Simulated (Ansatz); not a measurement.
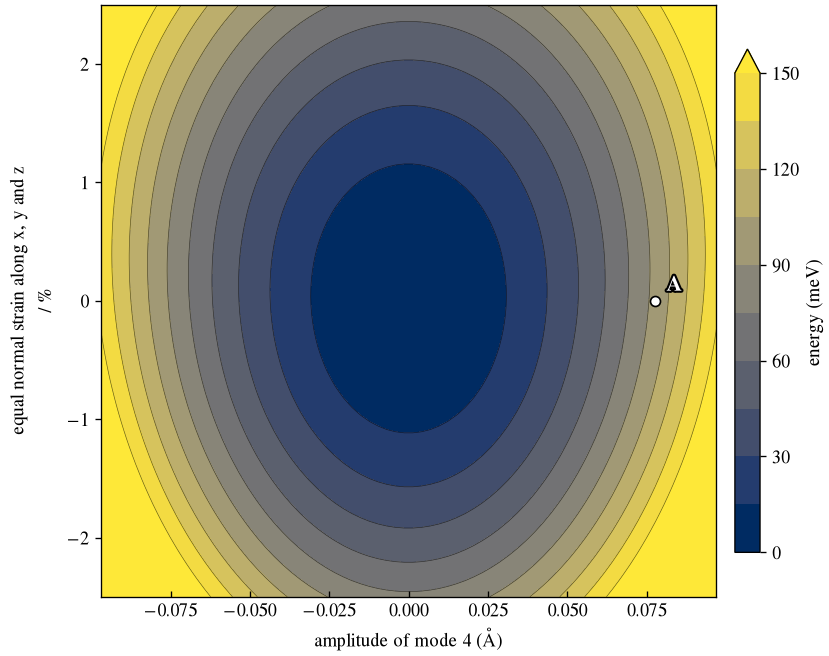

AlN (F-43m, No. 216; 2 atoms in the cell). 
- The energy is mapped over a normal mode and a strain (zone-centre modes of the 2-atom cell of this scan).
- Coordinates scanned: (1) amplitude of mode 4 (635 cm⁻¹), largest displacement in the unstrained cell; (2) equal normal strain along x, y and z.
- Nothing is relaxed (the pattern is fixed in fractional coordinates).
- The grid has 11 × 7 points; 42 points were computed and 35 follow by symmetry.
- Points are written as (first, second).
- All energies are given in meV per cell relative to the lowest grid point.
- All numbers below come from Ansatz 0.2.0, DFT PBE, scalar-relativistic, plane waves, PAW. Settings: cutoff 520 eV, k-mesh 10×10×10, gaussian smearing 0.05 eV, no spin polarisation.

In the figure: filled contours, one colour for all values above the top of the scale, the point A. Between grid points the surface is interpolated.

Question: Which way does the force act at A, and how strong is it?

Answer: A, at (0.078 Å, 0.00 %), is not a stationary point. The computed force is 2400 meV for each Å towards smaller values of the first coordinate and 6.4 meV for each 1 % towards larger values of the second coordinate.

PAW datasets: the set soft_1.
